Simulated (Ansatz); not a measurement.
**Sn: geometry relaxation**

System: Sn (Im-3m, 1 atom in the cell).
Method: DFT, PBE, plane waves, PAW, no spin polarisation (Ansatz 0.2.0).

The structure was built on a prototype by a generator; it need not be a known phase.

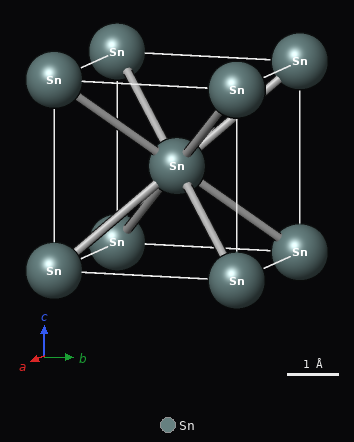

Figure 1. The starting structure (ball-and-stick view of the cell 2 times as large as that of the calculation, set on its symmetry axes, seen slightly off an axis). An atom can appear more than once, as a periodic image. Near neighbours in the periodic cell (some may lie outside the picture): Sn has 8 Sn at 3.31 Å.

**Input**
```yaml
crystal:
  lattice:
    - [-1.9129311828, 1.9129311828, 1.9129311828]
    - [1.9129311828, -1.9129311828, 1.9129311828]
    - [1.9129311828, 1.9129311828, -1.9129311828]
  atoms:
    - { symbol: Sn, position: [0.0, 0.0, 0.0] }
kpoints:
  mp_grid: { grid: [16, 16, 16] }
scf:
  occupations: { method: fermi_dirac, width: 0.1 }
hamiltonian:
  xc: pbe
  pseudopotentials: { kind: paw }
output:
  forces: true
  stress: true
  write_density: true
  write_potential: true
  elf: true
  volumetric_format: npy
relax:
  f_tol: 0.005
  max_steps: 40
  cell: {}
basis:
  ecutrho_ratio: 12
```

Hardware: 2 threads of Arm Neoverse V1, 24 GiB of memory available, shared host.

Run as:
```bash
ansatz run input.yaml --threads 2 --pin off --max-ram 4096MiB --backend cpu --events-out ev --progress --plain --runs-dir out
```

**Log**
```
Engine: ansatz 0.2.0, aarch64-unknown-linux-gnu
Pseudopotentials: kind: paw
Pseudopotential: Sn, paw, valence charge 14, recommended cutoff 420 eV (normal), Sn.paw.azcp
Functional definition: PBE
  parameter kappa = 0.804
  parameter beta = 0.06672455060314922
  exchange = pbe_x(kappa = kappa, mu = beta*pi^2/3)
  correlation = pbe_c(beta = beta)
Crystal: 1 atoms, lattice volume = 28.000 Å³
Basis set: ecut = 420 eV, 555 PW (Γ), exchange–correlation on 80×80×80 points (8 copies of the dense FFT grid, shifted against one another)
Bands: 11, of which v1, the nominal top of the filled ones, is band 7 counted from 1 (6 counted from 0)
Symmetry: 48 space group operations
Space group: Im-3m (ITA 229), of the structure as read, at distance tolerance 3.0e-5 Å
k-points: 145 of 4096
Non-local potential: Sn, projectors of the file, l = 0: 2, l = 1: 2, l = 2: 2, l = 3: 2
PAW form: soft (Blöchl's): semilocal exchange-correlation on the pseudo side does not see the compensation charge
PAW one-centre angular grid: Sn, 590 points (default); XC on 64 Gauss nodes
Initial density: superposition of atomic densities (neutral atoms: chi_scale 0, normalization atom), corrected by the library's trained network
Initial wavefunctions: pseudopotential atomic-orbital guess
Functional: x = pbe(κ = 0.804, μ = 0.2195149727645171), c = pbe(β = 0.06672455060314922)
SCF iter   1: F=—  HF=-6024.148808 eV  |F-HF|=—  |Δ(HF+E_count)|=         —  Δρ=5.66e-4  dr2=3.88e-5  ethr=1.77e-3  ⟨swp⟩=5.0  Hψ=9257  notcnv=0
preconditioner: auto → Kerker (q_TF=auto, 2.431 Å⁻¹)  [metal: Δε(μ)=0.028 eV  Ē_g=23.081 eV  σ=0.100 eV  W_gap=0.07  n_scr=12 (ndim 8)  ℏωp=26.3 eV  f_vac=0.000  D(μ)=0.62/eV (n_scr^D=0)]
SCF iter   2: F=—  HF=-6024.148302 eV  |F-HF|=—  |Δ(HF+E_count)|=   5.05e-4  Δρ=3.55e-4  dr2=1.63e-5  ethr=2.77e-7  ⟨swp⟩=2.8  Hψ=3894  notcnv=0
SCF iter   3: F=—  HF=-6024.148320 eV  |F-HF|=—  |Δ(HF+E_count)|=   1.78e-5  Δρ=1.96e-4  dr2=5.48e-6  ethr=1.17e-7  ⟨swp⟩=2.0  Hψ=2413  notcnv=0
SCF iter   4: F=—  HF=-6024.148328 eV  |F-HF|=—  |Δ(HF+E_count)|=   7.58e-6  Δρ=9.03e-5  dr2=1.13e-6  ethr=3.91e-8  ⟨swp⟩=2.0  Hψ=1842  notcnv=0
iter 5 did not close the SCF: its close was put off for the readings that it lacked (scf_convergence_deferred on its scf_iter line)
SCF iter   5: F=-6024.148329 eV  HF=-6024.148329 eV  |F-HF|=7.48e-8  |Δ(HF+E_count)|=   1.80e-6  Δρ=1.99e-5  dr2=5.47e-8  ethr=8.11e-9  ⟨swp⟩=2.0  Hψ=1876  notcnv=0
SCF iter   6: F=-6024.148329 eV  HF=-6024.148329 eV  |F-HF|=1.96e-9  |Δ(HF+E_count)|=   8.14e-8  Δρ=3.13e-6  dr2=2.75e-9  ethr=3.91e-10  ⟨swp⟩=5.6  Hψ=7936  notcnv=0
SCF 1 converged in 6 iterations: F = -6024.148329 eV  dr2 = 2.75e-9
  greatest PAW one-centre occupation: 0.991 electrons in one spin orbital (limit 2), on the Sn atom at site 0 (counted from 0), in its partial waves of l = 2
relax step   1: F+E_penalty+E_count = -6024.14832946 eV  Δ(F+E_penalty+E_count) = +0.000e0 eV  max|allowed force component| = 0.000e0 eV/Å  Δτ_max = 0.0000 Å  P = -0.433 GPa  Ω = 28.000 Å³  (6 SCF iters, dr2 threshold 1.00e-7 eV, accepted)
Crystal: 1 atoms, lattice volume = 27.736 Å³
Initial density: handed on by an earlier stage of this run
Initial wavefunctions: those handed on with the density
iter 1 solved again at ethr=8.66e-8 eV; its pass at ethr=3.10e-3 eV (dr2=1.21e-5 eV) is discarded
SCF iter   1: F=—  HF=-6024.148739 eV  |F-HF|=—  |Δ(HF+E_count)|=         —  Δρ=1.24e-4  dr2=3.26e-6  ethr=8.66e-8  ⟨swp⟩=3.0  Hψ=14062  notcnv=0
preconditioner: auto → Kerker (q_TF=auto, 2.434 Å⁻¹)  [metal: Δε(μ)=0.041 eV  Ē_g=23.124 eV  σ=0.100 eV  W_gap=0.10  n_scr=12 (ndim 8)  ℏωp=26.4 eV  f_vac=0.000  D(μ)=0.63/eV (n_scr^D=0)]
SCF iter   2: F=—  HF=-6024.148739 eV  |F-HF|=—  |Δ(HF+E_count)|=   9.70e-8  Δρ=8.25e-5  dr2=1.31e-6  ethr=2.33e-8  ⟨swp⟩=1.0  Hψ=1606  notcnv=0
SCF iter   3: F=-6024.148739 eV  HF=-6024.148739 eV  |F-HF|=7.55e-10  |Δ(HF+E_count)|=   2.03e-7  Δρ=1.39e-5  dr2=5.04e-8  ethr=7.14e-10  ⟨swp⟩=6.3  Hψ=8515  notcnv=0
SCF 2 converged in 3 iterations: F = -6024.148739 eV  dr2 = 5.04e-8
relax step   2: F+E_penalty+E_count = -6024.14873922 eV  Δ(F+E_penalty+E_count) = -4.098e-4 eV  max|allowed force component| = 0.000e0 eV/Å  Δτ_max = 0.0000 Å  P = +0.003 GPa  Ω = 27.736 Å³  energy of the carried Pulay correction = +5.265e-5 eV  (3 SCF iters, dr2 threshold 1.00e-7 eV, accepted)
Initial wavefunctions: pseudopotential atomic-orbital guess (no wavefunctions were taken with the density)
iter 1 solved again at ethr=4.83e-8 eV; its pass at ethr=3.10e-3 eV (dr2=6.76e-6 eV) is discarded
SCF iter   1: F=—  HF=-6024.148687 eV  |F-HF|=—  |Δ(HF+E_count)|=         —  Δρ=1.70e-5  dr2=5.49e-8  ethr=4.83e-8  ⟨swp⟩=2.9  Hψ=13340  notcnv=0
preconditioner: auto → Kerker (q_TF=auto, 2.434 Å⁻¹)  [metal: Δε(μ)=0.041 eV  Ē_g=23.126 eV  σ=0.100 eV  W_gap=0.10  n_scr=12 (ndim 8)  ℏωp=26.4 eV  f_vac=0.000  D(μ)=0.63/eV (n_scr^D=0)]
SCF iter   2: F=—  HF=-6024.148687 eV  |F-HF|=—  |Δ(HF+E_count)|=   2.38e-7  Δρ=1.08e-5  dr2=2.47e-8  ethr=3.92e-10  ⟨swp⟩=1.7  Hψ=1718  notcnv=0
SCF iter   3: F=—  HF=-6024.148687 eV  |F-HF|=—  |Δ(HF+E_count)|=   2.28e-9  Δρ=9.89e-7  dr2=9.38e-11  ethr=1.76e-10  ⟨swp⟩=2.1  Hψ=1876  notcnv=0
SCF iter   4: F=-6024.148687 eV  HF=-6024.148687 eV  |F-HF|=4.55e-12  |Δ(HF+E_count)|=  1.99e-10  Δρ=2.09e-7  dr2=5.37e-12  ethr=1.00e-12  ⟨swp⟩=6.3  Hψ=6946  notcnv=0
SCF 3 converged in 4 iterations: F = -6024.148687 eV  dr2 = 5.37e-12
relax step   3: F+E_penalty+E_count = -6024.14868704 eV  Δ(F+E_penalty+E_count) = +5.218e-5 eV  max|allowed force component| = 0.000e0 eV/Å  Δτ_max = 0.0000 Å  P = +0.003 GPa  Ω = 27.736 Å³  stress off target by 2.82e-3 GPa  SCF on the basis re-selected at this cell (its energy is not comparable with the rows above)  (4 SCF iters)
```

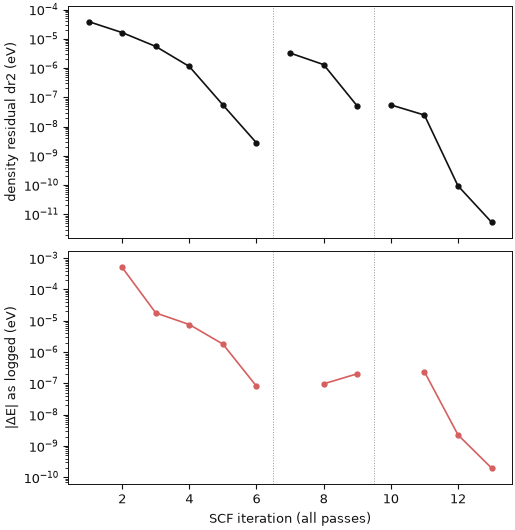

Figure 2. Convergence of the self-consistent field: density residual dr2 and size of the energy change against the SCF iteration. The dotted lines part the SCF passes of the relaxation: geometry steps, rejected trials and re-solves on a re-selected basis. The passes take 6, 3 and 4 iterations.

```
basis re-selected at this cell: Δ(F+E_penalty+E_count) = +5.218e-5 eV, ΔP = -0.000 GPa vs the last step (what re-selecting the basis moved, of the pressure what is left beyond the Pulay correction that the steps carried, after the strain that the cell walked since its last selection, with what the two solves' SCF thresholds leave and, on support functions, any second-order correction that the steps lacked; it is no measure of the basis error at this ecutwfc). This SCF's stress stands 2.82e-3 GPa from its target on what of the cell is left free (relax.cell.stress_tol is 5.00e-2 GPa) and its largest allowed force component is 0.00e0 eV/Å (relax.f_tol is 5.00e-3 eV/Å): within both
SCF converged after 4 iterations
Free energy (F): -6024.148687 eV
Harris-Foulkes:  -6024.148687 eV  (|F-HF|=4.55e-12)
Internal energy: -6024.128228 eV  (E = F + TS)
E sigma→0 (E₀):  -6024.138458 eV
Entropy (-TS):   -0.020459 eV (-20.459 meV/atom)
Fermi energy:    10.540891 eV
--- Per-component energies (eV) ---
  E_band       = -84.814157
  E_kinetic    = 185.716185
  E_local      = -837.141362  (includes V_loc(G=0)·N_el)
  E_nonlocal   = -32.719157
  E_hartree    = 524.115417
  E_xc         = -382.782076
  E_vxc        = -96.160507  (∫ρ·V_xc dr)
  E_paw        = -4134.746631  (= ΣΔE_a)
  E_vpaw       = -352.740091  (= ΣTr[D̂ρ^β])
  E_aug_tail   = -0.000000  (compensation charges beyond the density's cutoff)
  E_ewald      = -1346.570604
  E_smearing   = -0.020459  (= −TS)
  E_closure    = -0.000000  (closes the sum)
  Σ components = -6024.148687   (vs F -6024.148687, Δ=0.00e0)
--- Forces (eV/Å), atoms counted from 1 ---
  atom   1  Sn    -0.00000000     0.00000000     0.00000000
  max |Σ_I F_I| component: 3.12e-31 eV/Å
--- Stress (GPa, compression-positive) ---
        0.002816      -0.000000       0.000000
       -0.000000       0.002816       0.000000
        0.000000       0.000000       0.002816
  P = ⅓ Tr σ = 0.0028 GPa (0.028 kbar)
--- Band table (eV; the first three rows and the last of 145) ---
  k-point 0: bands = ["-10.9885", "-10.9885", "-10.9885", "-10.8585", "-10.8585", "-0.3757", "18.3498", "18.3498", "18.3498", "22.6273", "22.6273"]
  k-point 1: bands = ["-10.9901", "-10.9860", "-10.9807", "-10.8604", "-10.8588", "-0.2920", "17.6074", "18.0134", "18.2428", "21.6106", "21.8575"]
  k-point 2: bands = ["-10.9947", "-10.9794", "-10.9585", "-10.8653", "-10.8594", "-0.0407", "15.9261", "17.2610", "17.9340", "20.6729", "21.0234"]
  k-point 144: bands = ["-11.0059", "-11.0059", "-10.7991", "-10.7991", "-10.7991", "7.9808", "10.1116", "10.1116", "10.1116", "14.4025", "14.4025"]
--- Relaxed structure (2 steps of the walk, 2 accepted, 1 SCFs on fresh bases) ---
  F+E_penalty+E_count = -6024.14868704 eV   max|allowed force component| = 0.000e0 eV/Å   (the final SCF, on the basis selected at the relaxed cell)
  cell:  # Å, volume = 27.7361 Å³
    - [-1.9069032805852304, 1.9069032805852304, 1.9069032805852304]
    - [1.9069032805852304, -1.9069032805852304, 1.9069032805852304]
    - [1.9069032805852304, 1.9069032805852304, -1.9069032805852304]
  atoms:
    - { symbol: Sn, position: [0.0, 0.0, 0.0] }
```

**File rho_z.tsv**
```
# z_ang	rho[e/angstrom^3]
# format = ansatz-planar-average/11
# lattice	-1.906903281	1.906903281	1.906903281
# lattice	1.906903281	-1.906903281	1.906903281
# lattice	1.906903281	1.906903281	-1.906903281
# sites	1
# site	50	0.000000000	0.000000000	0.000000000
0.000000	1.278196e0
0.082571	1.255519e0
0.165143	1.190453e0
0.247714	1.091202e0
0.330285	9.693713e-1
0.412857	8.375789e-1
0.495428	7.072257e-1
0.577999	5.869654e-1
0.660571	4.820964e-1
0.743142	3.947688e-1
0.825713	3.247040e-1
0.908285	2.700892e-1
0.990856	2.283959e-1
1.073427	1.969919e-1
1.155999	1.735203e-1
1.238570	1.560795e-1
1.321141	1.432556e-1
1.403713	1.340686e-1
1.486284	1.278802e-1
1.568855	1.243029e-1
1.651427	1.231317e-1
1.733998	1.243029e-1
1.816569	1.278802e-1
1.899141	1.340686e-1
1.981712	1.432556e-1
2.064283	1.560795e-1
2.146855	1.735203e-1
2.229426	1.969919e-1
2.311997	2.283959e-1
2.394569	2.700892e-1
2.477140	3.247040e-1
2.559711	3.947688e-1
2.642283	4.820964e-1
2.724854	5.869654e-1
2.807425	7.072257e-1
2.889997	8.375789e-1
2.972568	9.693713e-1
3.055139	1.091202e0
3.137711	1.190453e0
3.220282	1.255519e0
```

**Trajectory as extended XYZ (Å, eV, eV/Å), 3 frames, from step=1 to step=3**
```
1
Lattice="-1.9129 1.9129 1.9129 1.9129 -1.9129 1.9129 1.9129 1.9129 -1.9129" Properties=species:S:1:pos:R:3:forces:R:3 step=1 energy=-6024.14833 pressure_GPa=-0.43
Sn    0.0000    0.0000    0.0000    0.0000   0.0000   0.0000
1
Lattice="-1.9069 1.9069 1.9069 1.9069 -1.9069 1.9069 1.9069 1.9069 -1.9069" Properties=species:S:1:pos:R:3:forces:R:3 step=2 energy=-6024.14874 pressure_GPa=0.00
Sn    0.0000    0.0000    0.0000    0.0000   0.0000   0.0000
1
Lattice="-1.9069 1.9069 1.9069 1.9069 -1.9069 1.9069 1.9069 1.9069 -1.9069" Properties=species:S:1:pos:R:3:forces:R:3 step=3 energy=-6024.14869 pressure_GPa=0.00
Sn    0.0000    0.0000    0.0000    0.0000   0.0000   0.0000
```

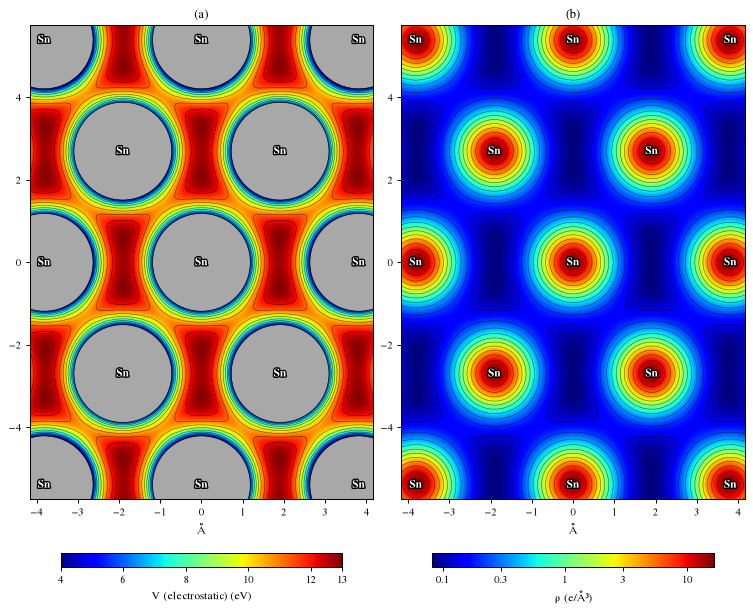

Figure 3. (a) electrostatic potential (local pseudopotential plus Hartree) felt by an electron; (b) valence pseudo-density on the (110) plane of the conventional cell. Grey discs, where drawn, cover atomic cores. Sn–Sn (3.30 Å): ρ at the midpoint is about 0.16 e/Å³. Away from the nuclei the density in this plane falls to 0.08 e/Å³ at its lowest. Outside the cores the potential energy rises away from the atoms and is highest about 2.0 Å from the nearest atoms; outside the discs it spans about 8 eV, and its zero is arbitrary. In a PAW calculation such maps are meaningful between the atoms, not at the nuclei.

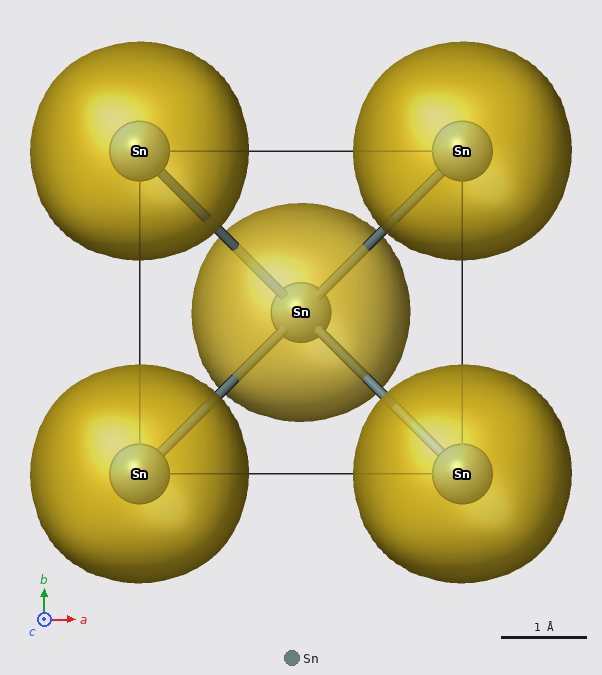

Figure 4. Isosurface of the valence charge density (pseudo) at 0.2 e/Å³ (yellow), seen along the c axis. Sticks mark near contacts. The outline is the cell set on symmetry axes. At this value the density breaks into separate islands; it holds about 85 % of the electrons treated as valence (semicore included). It is pinched off along the Sn–Sn (3.30 Å) contacts. On the grid the lowest density along these lines, outside the cores, is 0.16 e/Å³ (Sn–Sn, 3.30 Å).

**Summary**

- outcome: converged
- space group (tolerance 0.01 Å): Im-3m (229)
- electrons treated: 14
- free energy: −6024.1487 eV
- Fermi energy: 10.541 eV
- pressure: 0.00 GPa
- final volume: 27.74 Å³
- largest force (length of the vector) at the end: under 0.001 eV/Å
- final cell: a = 3.303 Å, b = 3.303 Å, c = 3.303 Å, α = 109.47°, β = 109.47°, γ = 109.47°
- wall time: 4.2 s (CPU time 8.1 s)
- peak memory: 0.39 GiB

Settings chosen away from the usual ones: basis.ecutrho_ratio = 12.
